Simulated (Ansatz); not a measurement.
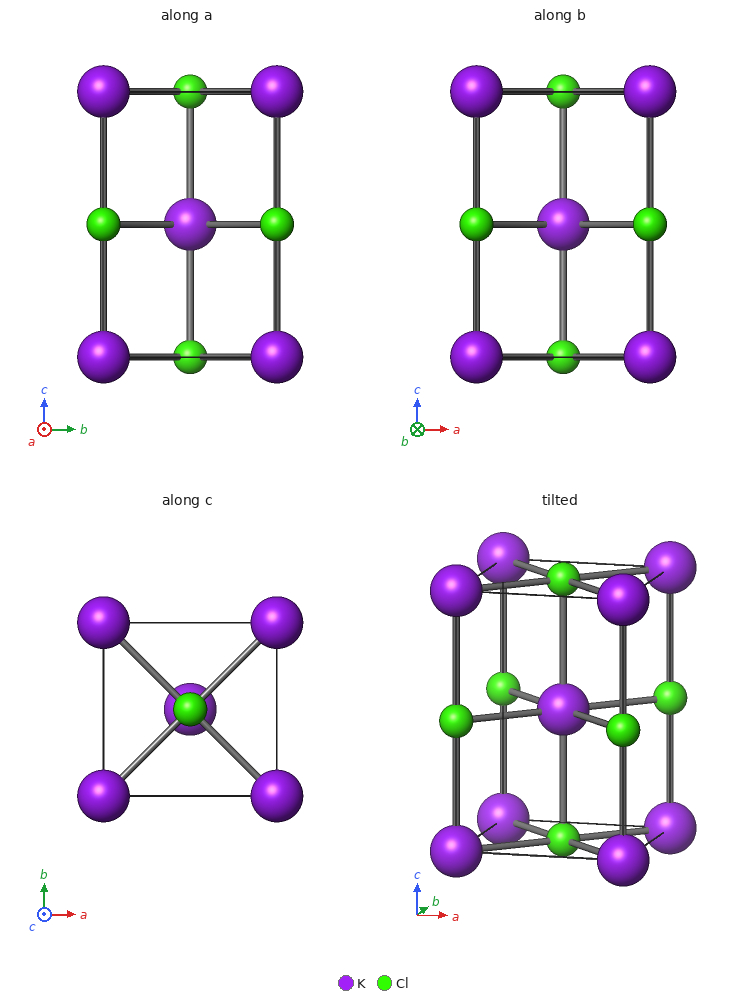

An orthographic ball-and-stick view of the structure, along the a axis, along the b axis, along the c axis and slightly off an axis. The conventional unit cell is outlined; an atom on or near a face, edge or corner is repeated at each equivalent position.

Lattice parameters: a = 4.1820 Å, b = 4.1820 Å, c = 6.4020 Å, α = 90.000°, β = 90.000°, γ = 90.000°.

**Set out the cell and atoms as a CIF in P1 with every atom of the cell.**

```cif
data_structure
_symmetry_space_group_name_H-M 'P 1'
_symmetry_Int_Tables_number 1
_cell_length_a 4.1820
_cell_length_b 4.1820
_cell_length_c 6.4020
_cell_angle_alpha 90.000
_cell_angle_beta 90.000
_cell_angle_gamma 90.000
_cell_volume 111.96
loop_
_atom_site_label
_atom_site_type_symbol
_atom_site_fract_x
_atom_site_fract_y
_atom_site_fract_z
_atom_site_occupancy
K1 K 0.0000 0.0000 0.0000 1
Cl1 Cl 0.5000 0.5000 0.0000 1
K2 K 0.5000 0.5000 0.5000 1
Cl2 Cl 0.0000 0.0000 0.5000 1
```

The structure comes from a structure type filled with these elements by a generator (whether the compound takes this form wasn't checked). The cell was then strained or its atoms displaced on purpose. It went into a calculation with Ansatz.
